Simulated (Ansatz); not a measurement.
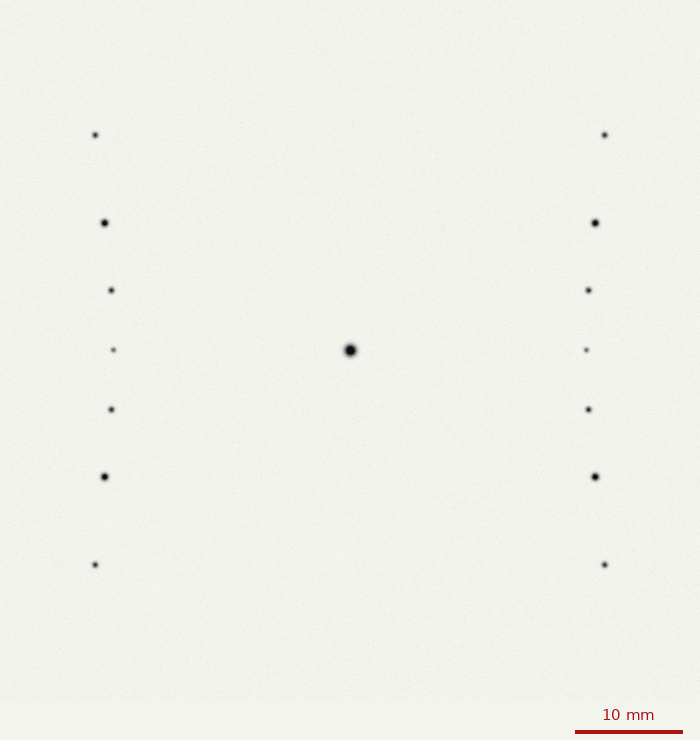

Simulated X-ray rotation photograph: Fe Kα radiation (λ = 1.9373 Å), cylindrical film of radius 28.65 mm unrolled, rotation axis vertical and normal to the beam, kinematic intensities without Lorentz or polarisation factors, the film spanning ±63° about the beam; spots down to d = 2.04 Å.

Measure the layer lines and find the identity period along the axis.

Answer. The first layer line lies 5.6 mm from the equator, so tan ν = 0.196, sin ν = 0.192 and the period is λ/sin ν = 10.07 Å. Further lines follow at 11.9, 20.2 mm.

The crystal is Ta, space group P6_3/mmc (No. 194), a = 2.95 Å, c = 10.07 Å (hexagonal axes). Structure: the input geometry of an electronic-structure calculation (not necessarily at equilibrium); the starting structure was generated, so it need not be a known form of this composition.

About which axis was it rotated?

Answer. About [001], whose length in the conventional cell is 10.075 Å.
